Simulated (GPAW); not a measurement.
## As K-edge XANES of zinc-blende (GaAs)₁₋ₓ(AlAs)ₓ at x = 0.25

What does the As K edge look like in zinc-blende (GaAs)₁₋ₓ(AlAs)ₓ at x = 0.25?

Method: X-ray absorption from dipole matrix elements to empty bands, plane-wave PAW PBE, in GPAW 26.7.0.

### Step 1. The starting structure

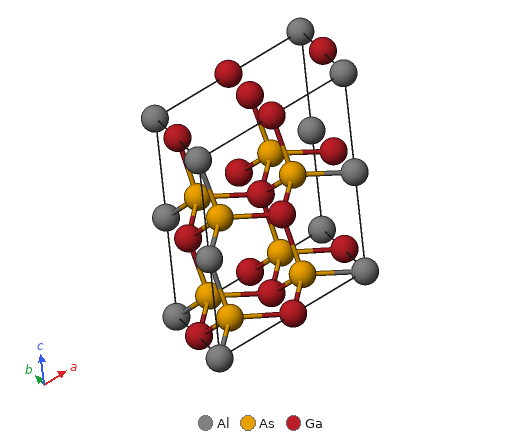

The cell as given, slightly off an axis (aluminium grey, arsenic orange, gallium red). Bonds to atoms that aren't drawn are left out. Some periodic images of atoms are drawn too.

The cell holds 16 atoms: 2 Al, 8 As and 6 Ga. Its edges and angles: a = 7.997 Å, b = 7.997 Å, c = 7.997 Å, α = 60.0°, β = 60.0°, γ = 60.0°. 16-atom zinc-blende cell, 2 of 8 Ga sites taken by Al at random, lattice constants typed for the ends and interpolated (Vegard).

### Step 2. Relaxation

The cell was built by hand, so its atoms are relaxed first: near-edge features follow bond lengths closely.

relax.py

```python
import numpy as np
from ase import Atoms
from ase.parallel import parprint, paropen
from gpaw import GPAW, PW, FermiDirac, Mixer, MixerDif, setup_paths
from ase.optimize import BFGS

atoms = Atoms('AlAsAlAsGaAsGaAsGaAsGaAsGaAsGaAs',
    cell=[[0, 5.655, 5.655],
     [5.655, 0, 5.655],
     [5.655, 5.655, 0]],
    scaled_positions=[[0.99518, 0.996641, 0.999398],
     [0.122226, 0.124357, 0.122566],
     [0.998785, 0.001735, 0.497242],
     [0.127327, 0.123851, 0.625015],
     [0.003351, 0.499608, 0.003226],
     [0.127292, 0.626526, 0.124726],
     [0.001831, 0.500226, 0.496612],
     [0.123501, 0.625211, 0.625707],
     [0.502744, 0.001761, 0.001736],
     [0.620949, 0.122577, 0.122969],
     [0.499456, 0.998325, 0.504811],
     [0.627259, 0.12223, 0.622165],
     [0.50039, 0.497256, 0.001333],
     [0.621108, 0.627774, 0.124744],
     [0.501517, 0.499939, 0.500187],
     [0.626936, 0.621847, 0.625519]],
    pbc=True)
atoms.calc = GPAW(legacy_gpaw=True, mode=PW(400, force_complex_dtype=True), xc='PBE', setups={},
    kpts={'size': (3, 3, 3), 'gamma': True}, occupations=FermiDirac(0.08),
    charge=0, mixer=Mixer(0.1, 5, 50), maxiter=150,
    convergence={'density': 0.0001, 'eigenstates': 1e-6}, txt='relax.txt')
steps = []
opt = BFGS(atoms, logfile='-')
opt.attach(lambda: steps.append([atoms.get_potential_energy(), float(np.linalg.norm(atoms.get_forces(), axis=1).max())]))
done = opt.run(fmax=0.05, steps=30)
out = dict(done=bool(done), steps=steps, frac=atoms.get_scaled_positions().tolist())
import json
with paropen('out.json', 'w') as f:
    json.dump(out, f)
```

Run with:

```console
$ OMP_NUM_THREADS=1 mpirun -n 4 gpaw python relax.py
```

Numbers of over 12 decimals in the logs are rounded to 6 here.

The program printed:

```text
Input parameters:
  convergence: {density: 0.0001,
                eigenstates: 1e-06}
  kpts: {gamma: True,
         size: (3, 3, 3)}
  maxiter: 150
  mixer: {backend: pulay,
          beta: 0.1,
          method: separate,
          nmaxold: 5,
          weight: 50}
  mode: {ecut: 400.0,
         force_complex_dtype: True,
         name: pw}
  occupations: {fixmagmom: False,
                name: fermi-dirac,
[...]
Forces in eV/Ang:
[...]
14 Ga   -0.00346    0.01002    0.00263
 15 As    0.00261   -0.00959    0.00059
Step     Time          Energy          fmax
BFGS:    0 01:45:21      -67.798916        1.094460
BFGS:    1 01:45:40      -67.845859        0.743892
BFGS:    2 01:45:59      -67.899009        0.144768
BFGS:    3 01:46:11      -67.900558        0.104075
BFGS:    4 01:46:23      -67.901758        0.083443
BFGS:    5 01:46:35      -67.902559        0.043945
[key lines of the parts left out:]
Converged after 6 iterations.
Dipole moment: (-27.028899, -27.326277, -27.426002) |e|*Ang
Free energy:    -67.902559
Fermi level: 5.22261
```

The job ended after 1.8 min (4 MPI ranks of Arm Neoverse V2, shared host; peak memory 0.32 GiB; 7.1 min of CPU time).

In 5 steps the energy fell by 104 meV (energies extrapolated to zero smearing) and the largest force to 0.044 eV/Å. Atom 9 (Ga; the text counts from 1, the script from 0) is among those that moved most, by 0.06 Å.

### Step 3. Ground state of the crystal

The ground state comes first: it tells whether the system has a gap, which decides how the excited electron is treated.

scf.py

```python
import numpy as np
from ase import Atoms
from ase.parallel import parprint, paropen
from gpaw import GPAW, PW, FermiDirac, Mixer, MixerDif, setup_paths
from gpaw.test import gen
setup_paths.insert(0, '.')
gen('As', name='nch1s', xcname='PBE', corehole=(1, 0, 0), write_xml=True)
from gpaw.mpi import world
world.barrier()

atoms = Atoms('AlAsAlAsGaAsGaAsGaAsGaAsGaAsGaAs',
    cell=[[0, 5.655, 5.655],
     [5.655, 0, 5.655],
     [5.655, 5.655, 0]],
    scaled_positions=[[0.9972783, 0.0001708, 0.9984783],
     [0.1222425, 0.1234614, 0.1237104],
     [0.0015976, 0.0002401, 0.4970674],
     [0.1238599, 0.1231511, 0.6251183],
     [0.0004449, 0.4993184, 0.0014746],
     [0.1260508, 0.6264924, 0.1241877],
     [0.0020584, 0.4989583, 0.4998596],
     [0.1240839, 0.626728, 0.6255558],
     [0.4978313, 0.0008121, 0.9990461],
     [0.6240597, 0.1229917, 0.1267601],
     [0.4998608, 0.9977244, 0.5023197],
     [0.6276593, 0.1241808, 0.6236677],
     [0.5017442, 0.4982757, 0.0003351],
     [0.6252791, 0.6251582, 0.1249334],
     [0.4992386, 0.4996082, 0.5001733],
     [0.6265816, 0.6226001, 0.6253032]],
    pbc=True)
atoms.calc = calc = GPAW(legacy_gpaw=True, mode=PW(400, force_complex_dtype=True), xc='PBE', setups={5: 'nch1s'},
    kpts={'size': (3, 3, 3), 'gamma': True}, occupations=FermiDirac(0.05),
    charge=0, mixer=Mixer(0.1, 5, 50), maxiter=150,
    convergence={'density': 0.0001, 'eigenstates': 1e-6}, txt='scf.txt')
energy = atoms.get_potential_energy() + calc.get_reference_energy()
ef = calc.get_fermi_level()
out = dict(energy=energy, fermi=ef, forces=atoms.get_forces().tolist())
parprint(f'all-electron energy {energy:.4f} eV, Fermi level {ef:.4f} eV')
ev = np.array([[calc.get_eigenvalues(k, s) for k in range(len(calc.get_ibz_k_points()))] for s in range(calc.get_number_of_spins())])
out['homo'], out['lumo'], out['counts'] = ev[ev < ef].max(), ev[ev > ef].min(), sorted(set((ev < ef).sum((0, 2)).tolist()))
out['filled'] = (ev[:, 0] < ef).sum(1).tolist()
import json
with paropen('out.json', 'w') as f:
    json.dump(out, f)
```

Run with:

```console
$ OMP_NUM_THREADS=1 mpirun -n 4 gpaw python scf.py
```

The program printed:

```text
Input parameters:
  convergence: {density: 0.0001,
                eigenstates: 1e-06}
  kpts: {gamma: True,
         size: (3, 3, 3)}
  maxiter: 150
  mixer: {backend: pulay,
          beta: 0.1,
          method: separate,
          nmaxold: 5,
          weight: 50}
  mode: {ecut: 400.0,
         force_complex_dtype: True,
         name: pw}
  occupations: {fixmagmom: False,
                name: fermi-dirac,
                width: 0.05}
  setups: {5: nch1s}
  xc: PBE

Initialize ...

[... PAW data sets ...]

Reference energy: -822538.665315  # eV

Spin-paired calculation

[... convergence settings ...]
Symmetries present (total): 1
  [... symmetry matrices ...]

27 k-points: 3 x 3 x 3 Monkhorst-Pack grid
14 k-points in the irreducible part of the Brillouin zone
       k-points in crystal coordinates                weights
   0:     0.00000000    0.00000000    0.00000000          1/27
   1:     0.00000000    0.00000000    0.33333333          2/27
   2:     0.00000000    0.33333333   -0.33333333          2/27
   3:     0.00000000    0.33333333    0.00000000          2/27
   4:     0.00000000    0.33333333    0.33333333          2/27
   5:     0.33333333   -0.33333333   -0.33333333          2/27
   6:     0.33333333   -0.33333333    0.00000000          2/27
   7:     0.33333333   -0.33333333    0.33333333          2/27
   8:     0.33333333    0.00000000   -0.33333333          2/27
   9:     0.33333333    0.00000000    0.00000000          2/27
          ...
  13:     0.33333333    0.33333333    0.33333333          2/27

Wave functions: Plane wave expansion
  Cutoff energy: 400.000 eV
  Number of coefficients (min, max): 6534, 6615
  Pulay-stress correction: 0.000000 eV/Ang^3 (de/decut=0.000000)
  Using FFTW library
  Wavefunction extrapolation:
    Improved wavefunction reuse through dual PAW basis

Occupation numbers: Fermi-Dirac:
  width: 0.0500  # eV

Eigensolver
   Davidson(niter=2)

Densities:
  Coarse grid: 40*40*40 grid
  Fine grid: 80*80*80 grid
  Total Charge: 0.000000

Density mixing:
  Method: separate
  Backend: pulay
  Linear mixing parameter: 0.1
  old densities: 5
  Width of damping distribution: 1.1
  Damping of long wavelength oscillations: 50

[... Hamiltonian set-up ...]
Number of atoms: 16
Number of atomic orbitals: 64
Number of bands in calculation: 43
Number of valence electrons: 64
Bands to converge: occupied

... initialized

Initializing position-dependent things.

Density initialized from atomic densities
Creating initial wave functions:
  43 bands from LCAO basis set

                        Al  Ga
                         As
                As
                     Ga
                  As
            Ga        Ga
          As           As
               As
                   Ga
                As
           Ga
        As
            Al

Atomic positions and initial magnetic moments

Positions:
   0 Al     5.647361   11.286004    5.640575    ( 0.0000,  0.0000,  0.0000)
   1 As     1.397757    1.390864    1.389456    ( 0.0000,  0.0000,  0.0000)
   2 Al     2.812274    2.819951    0.010392    ( 0.0000,  0.0000,  0.0000)
   3 As     4.231463    4.235472    1.396847    ( 0.0000,  0.0000,  0.0000)
   4 Ga     2.831984    0.010855    2.826161    ( 0.0000,  0.0000,  0.0000)
   5 As     4.245096    1.415099    4.255632    ( 0.0000,  0.0000,  0.0000)
   6 Ga     5.648315    2.838346    2.833249    ( 0.0000,  0.0000,  0.0000)
[...]
13 As     4.241768    4.242452    7.071223    ( 0.0000,  0.0000,  0.0000)
  14 Ga     5.653764    5.651674    5.648479    ( 0.0000,  0.0000,  0.0000)
  15 As     7.056893    7.079409    7.064123    ( 0.0000,  0.0000,  0.0000)

Unit cell:
           periodic     x           y           z      points  spacing
  1. axis:    yes    0.000000    5.655000    5.655000    40     0.1632
  2. axis:    yes    5.655000    0.000000    5.655000    40     0.1632
  3. axis:    yes    5.655000    5.655000    0.000000    40     0.1632

  Lengths:   7.997378   7.997378   7.997378
  Angles:   60.000000  60.000000  60.000000

Effective grid spacing dv^(1/3) = 0.1781

iter:   1   -68.721858
iter:   2   -68.421772   -2.28  -0.84
iter:   3   -67.986784   -1.61  -0.90
iter:   4   -67.910862   -3.16  -1.37
iter:   5   -67.930349   -2.62  -1.46
iter:   6   -67.919789c  -2.99  -2.00
iter:   7   -67.906625c  -4.21  -1.98
iter:   8   -67.903599c  -4.66  -2.22
iter:   9   -67.901703c  -4.37  -2.39
iter:  10   -67.901636c  -4.98  -3.03
iter:  11   -67.901612c  -6.08c -3.26
iter:  12   -67.901608c  -6.77c -3.34
iter:  13   -67.901608c  -7.23c -3.46
iter:  14   -67.901606c  -7.60c -3.56
iter:  15   -67.901606c  -7.79c -3.92
iter:  16   -67.901606c  -7.90c -4.17c

Converged after 16 iterations.

Dipole moment: (-27.029148, -27.326254, -27.425328) |e|*Ang

Energy contributions relative to reference atoms: (reference = -822538.665315)

Kinetic:       +199.567777
Potential:     -176.226442
External:        +0.000000
XC:             -91.320883
Entropy (-ST):   -0.000032
Local:           +0.077958
SIC:             +0.000000
--------------------------
Free energy:    -67.901622
Extrapolated:   -67.901606

Showing only first 2 kpts
 Kpt  Band  Eigenvalues  Occupancy
  0    30      4.76414    1.99971
  0    31      4.77874    1.99961
  0    32      5.58909    0.00093
  0    33      5.82917    0.00001

  1    30      4.42170    2.00000
  1    31      4.42370    2.00000
  1    32      6.24858    0.00000
  1    33      6.58469    0.00000

Fermi level: 5.20555

Gap: 0.810 eV
Transition (v -> c):
  (s=0, k=0, n=31, [0.00, 0.00, 0.00]) -> (s=0, k=0, n=32, [0.00, 0.00, 0.00])
No difference between direct/indirect transitions

Forces in eV/Ang:
  0 Al   -0.00797    0.02677    0.00582
  1 As    0.03216    0.02312    0.01423
  2 Al    0.01251   -0.00965   -0.02314
  3 As    0.00319    0.01184    0.00890
  4 Ga   -0.01975    0.00142    0.01300
  5 As   -0.00063   -0.01141   -0.01691
  6 Ga   -0.00517   -0.01080    0.00091
[...]
13 As    0.01348   -0.00870   -0.00894
 14 Ga   -0.00343    0.01038    0.00302
 15 As    0.00301   -0.00959   -0.00159
Scalar-relativistic atomic PBE calculation for As (Arsenic, Z=33)
Core hole in 1s state (1s occupation: 2.0)
600 radial gridpoints.
|------------------------------------------------|
|------------------------------------------------|
[... the atom generator's iteration count ...]

Energy contributions:
-------------------------
Kinetic:    +2302.762658
XC:           -83.595879
Potential:  -4479.359419
-------------------------
Total:      -2260.192640

state      eigenvalue         ekin         rmax
-----------------------------------------------
1s^2.0 :  -430.411635   551.249601        0.030
2s^2.0 :   -54.613586   106.674080        0.170
2p^6.0 :   -47.910665   103.785672        0.136
3s^2.0 :    -6.990179    24.693859        0.522
3p^6.0 :    -4.913004    22.195959        0.521
3d^10.0:    -1.493755    17.032069        0.477
4s^2.0 :    -0.532368     3.019714        1.617
4p^3.0 :    -0.190938     1.759224        1.985
-----------------------------------------------
(units: Bohr and Hartree)

Generating PAW setup
Kinetic energy of the core from tauc = 2318.288972328952
Cutoffs:
rc(s)=2.000
rc(p)=2.000
rc(d)=2.000
rc(vbar)=1.800
rc(comp)=2.000
rc(nct)=2.000

Kinetic energy of the core states: 2291.445558
Charge: 0.0
Core electrons: 28.0
Valence electrons: 5.0
Pseudo-core charge: 1.207321
Shape function alpha=2.500
Pseudo-electron charge 6.663542
state    eigenvalue         norm
--------------------------------
4s(2) :    -0.532368     1.194216
*s    :     0.467632
4p(3) :    -0.190938     1.022597
*p    :     0.809062
*d    :     0.000000
--------------------------------

Diagonalizing with gridspacing h=0.050

state   all-electron     PAW
-------------------------------
4s:      -0.532368    -0.532674
4p:      -0.190938    -0.191179
*d:                    0.035724
*f:                    0.070513
-------------------------------
all-electron energy -822606.5669 eV, Fermi level 5.2055 eV
```

Run time: 34 s. Hardware: 4 MPI ranks; peak memory 0.32 GiB.

The mesh shows a gap of 0.81 eV. The excited electron is kept all the same, so that all members of the series, with or without a gap, are treated alike.

### Step 4. Cell without a hole, the energy reference

The photon energy needs a difference of total energies, so the cell and mesh of the coming hole run are first run without a hole.

scf.py: that of step 3 with these lines changed.

```diff
@@ -32,3 +32,3 @@
 atoms.calc = calc = GPAW(legacy_gpaw=True, mode=PW(400, force_complex_dtype=True), xc='PBE', setups={5: 'nch1s'},
-    kpts={'size': (3, 3, 3), 'gamma': True}, occupations=FermiDirac(0.05),
+    kpts={'size': (3, 3, 3), 'gamma': True}, occupations=FermiDirac(0.02),
     charge=0, mixer=Mixer(0.1, 5, 50), maxiter=150,
```

The program printed:

```text
Input parameters:
  convergence: {density: 0.0001,
                eigenstates: 1e-06}
  kpts: {gamma: True,
         size: (3, 3, 3)}
  maxiter: 150
  mixer: {backend: pulay,
          beta: 0.1,
          method: separate,
          nmaxold: 5,
          weight: 50}
  mode: {ecut: 400.0,
         force_complex_dtype: True,
         name: pw}
  occupations: {fixmagmom: False,
                name: fermi-dirac,
[...]
4s(2) :    -0.532368     1.194216
*s    :     0.467632
4p(3) :    -0.190938     1.022597
*p    :     0.809062
*d    :     0.000000
--------------------------------

Diagonalizing with gridspacing h=0.050

state   all-electron     PAW
-------------------------------
4s:      -0.532368    -0.532674
4p:      -0.190938    -0.191179
*d:                    0.035724
*f:                    0.070513
-------------------------------
all-electron energy -822606.5669 eV, Fermi level 5.1946 eV
[key lines of the parts left out:]
Converged after 16 iterations.
Dipole moment: (-27.029129, -27.326234, -27.425302) |e|*Ang
Free energy:    -67.901618
Fermi level: 5.19458
```

Run time: 34 s. Hardware: 4 MPI ranks; peak memory 0.32 GiB; 2.3 min of CPU time.

Reference energy: -822606.567 eV with the cores included.

[end of part 1 of 2]

[Banner, clock and machine lines of the logs are left out without a mark of their own.]

[Logs are printed without paths, hosts, clocks, repeated set-up lines and the standing remarks that a program may print on its own settings, such as how far it seeks lower states.]

[Hosts, paths, dates, database ids (printed as entryN), source tags and the programs' standing remarks are cut or masked in the printed files.]

[Lists of maxima count a maximum above −3 eV only where it reaches 4 % of the highest in the window and stands out from its surroundings by 2 % of it (1.5 % where it reaches 55 %); shoulders and weaker maxima are passed over, and of the rest the first, up to two pre-edge ones and the few strongest are named.]
